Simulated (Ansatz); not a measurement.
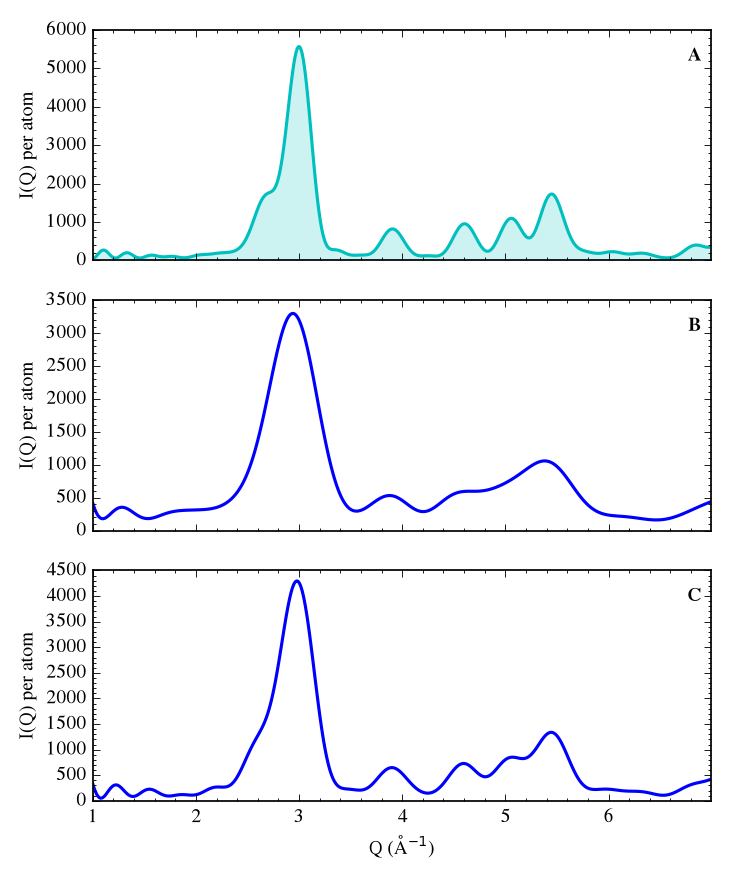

X-ray scattering of spheres cut from the crystal structure of Rh (P6_3/mmc, a = 2.728 Å, b = 2.728 Å, c = 4.378 Å, α = 90.00°, β = 90.00°, γ = 120.00°), calculated atom by atom with the Debye equation (B = 0.5 Å², no relaxation of the surface). Basis of the simulation: coordinates from a relaxation at fixed volume with Ansatz, DFT r2SCAN, scalar-relativistic, plane waves, PAW; the starting structure was generated, so it need not be a known form of this composition.

Q: The spheres are 14, 20 and 28 Å across. Which curve is which?

A: curve A: 28 Å (823 atoms); curve B: 14 Å (105 atoms); curve C: 20 Å (305 atoms). Peak widths go roughly as 2π/D, so the largest sphere has the sharpest peaks.

Q: Index the main peaks of the largest sphere.

A: Q ≈ 3.00 Å⁻¹: 002 + 101; Q ≈ 3.91 Å⁻¹: 102; Q ≈ 4.60 Å⁻¹: 110; Q ≈ 5.06 Å⁻¹: 103; Q ≈ 5.45 Å⁻¹: 112 + 201.
